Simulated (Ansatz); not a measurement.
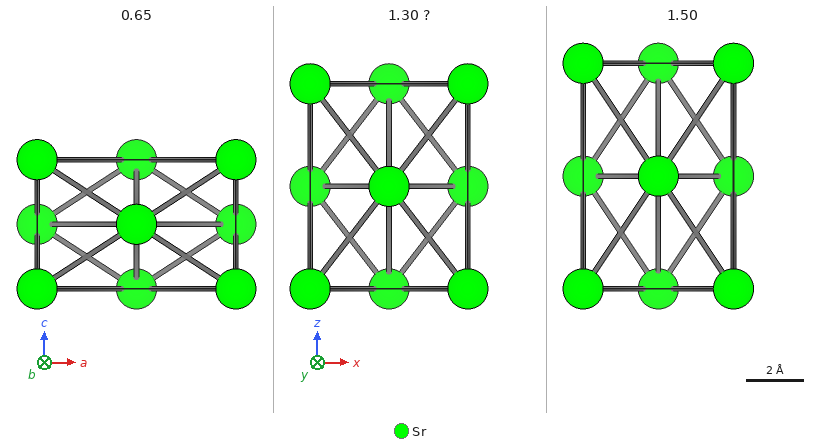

Solid Sr (Fm-3m): the ratio of the cell's length along z to its lengths across, counted as 1 for the reference, is changed at fixed volume (a tetragonal or Bain path), with the atoms kept at their fractional coordinates. x, y and z are the Cartesian axes of the input. A ball-and-stick model of the conventional cell (4 times the calculation's cell), seen along the b axis. Lengths and directions refer to the drawn axes.

All numbers below come from DFT PBEsol, scalar-relativistic, plane waves, PAW (Ansatz 0.2.0). Set-up: plane-wave cutoff 420 eV; k-point mesh 10 × 10 × 10; occupations gaussian; smearing width 0.03 eV; no spin polarisation. Energies (free energies at the smearing named) are counted from the cell as listed in its source, which wasn't relaxed.

```json
{"axial ratio over its reference value": "0.650", "E − E(ref) (meV/atom)": "7.4"}
{"axial ratio over its reference value": "0.707", "E − E(ref) (meV/atom)": "4.4"}
{"axial ratio over its reference value": "0.780", "E − E(ref) (meV/atom)": "6.4"}
{"axial ratio over its reference value": "0.850", "E − E(ref) (meV/atom)": "3.6"}
{"axial ratio over its reference value": "0.920", "E − E(ref) (meV/atom)": "1.2"}
{"axial ratio over its reference value": "0.960", "E − E(ref) (meV/atom)": "0.4"}
{"axial ratio over its reference value": "1.000", "E − E(ref) (meV/atom)": "0.0"}
{"axial ratio over its reference value": "1.050", "E − E(ref) (meV/atom)": "0.9"}
{"axial ratio over its reference value": "1.100", "E − E(ref) (meV/atom)": "5.5"}
{"axial ratio over its reference value": "1.200", "E − E(ref) (meV/atom)": "30.6"}
{"axial ratio over its reference value": "1.300", "E − E(ref) (meV/atom)": "?"}
{"axial ratio over its reference value": "1.414", "E − E(ref) (meV/atom)": "145.0"}
{"axial ratio over its reference value": "1.500", "E − E(ref) (meV/atom)": "213.5"}
```

Q: One row is withheld. What is its energy?

A: A straight line between the two neighbours gives 84.1 meV/atom. A cubic through the four nearest rows (1.100, 1.200, 1.414, 1.500) gives, with Lagrange weights, (−0.1815)(5.5) + (0.7103)(30.6) + (0.6922)(145.0) + (−0.2209)(213.5) = 73.9 meV/atom. The calculation gives 75.7 meV/atom, so the cubic is 1.8 meV/atom too low and the straight line 8.4 meV/atom too high, as the curve bends upwards here.

The whole profile:

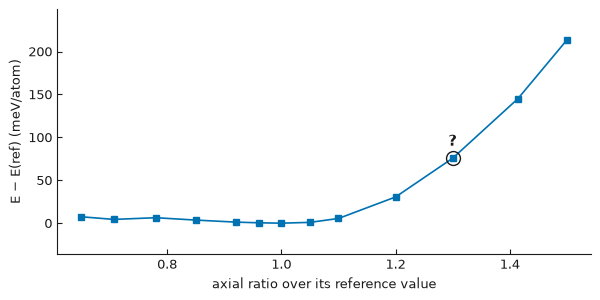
